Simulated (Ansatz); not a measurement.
NaF

Input

```
crystal:
  lattice:
    - [3.91428461, 0.0, 0.0]
    - [0.0, 3.91428461, 0.0]
    - [0.0, 0.0, 5.53563438]
  atoms:
    - { symbol: Na, position: [0.0, 0.5, 0.0] }
    - { symbol: Na, position: [0.5, 0.0, 0.5] }
    - { symbol: F, position: [0.5, 0.5, 0.25] }
    - { symbol: F, position: [0.5, 0.5, 0.75] }
basis:
  ecutwfc: 420
kpoints:
  mp_grid: { grid: [6, 6, 4] }
hamiltonian:
  xc: pbe
scf:
  occupations: { method: gaussian, width: 0.02 }
output:
  forces: true
  stress: true
  eigenvalues: true
  write_density: true
  write_potential: true
  elf: true
  volumetric_format: npy
relax:
  adjacent_minimum: "off"
  f_tol: 0.01
  max_steps: 80
  cell: { stress_tol: 0.05 }
```

Command:

```sh
ansatz run input.yaml --threads 1 --pin off --max-ram 2048MiB --backend cpu --events-out ev --progress --plain --runs-dir out
```

Below, planes, directions and counts refer to the conventional cell (a = 3.33 Å, b = 3.33 Å, c = 6.04 Å, α = 90.00°, β = 90.00°, γ = 90.00°).

The fields are those of the run's last geometry, not of the input's.

Space group P4₂/mmc; a structure generated by program, which may or may not match a known phase.

Computed with DFT PBE, scalar-relativistic, plane waves, PAW (Ansatz).

**What will maps of the valence pseudo-density and electron localisation function show?**

Na–F (2.25 Å): ρ is about 0.18 e/Å³ halfway; the ELF is about 0.05 at the midpoint (a closed-shell, largely ionic contact).

**Does the calculation make it a metal, or give it a gap?**

It is gapped, with a Kohn–Sham gap of 4.7 eV on the k-point mesh, an upper bound to the gap of this method.

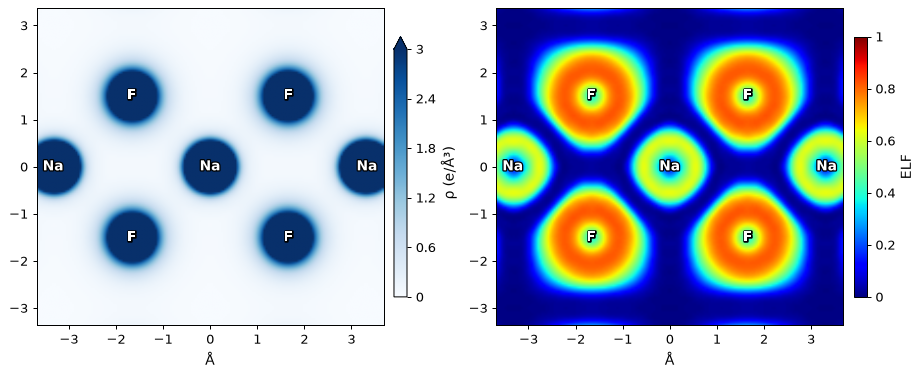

Computed valence pseudo-density and electron localisation function on the (010) plane of the conventional cell, in this order. 

The density is the valence pseudo-density of a PAW calculation; it isn't the true density close to the nuclei.
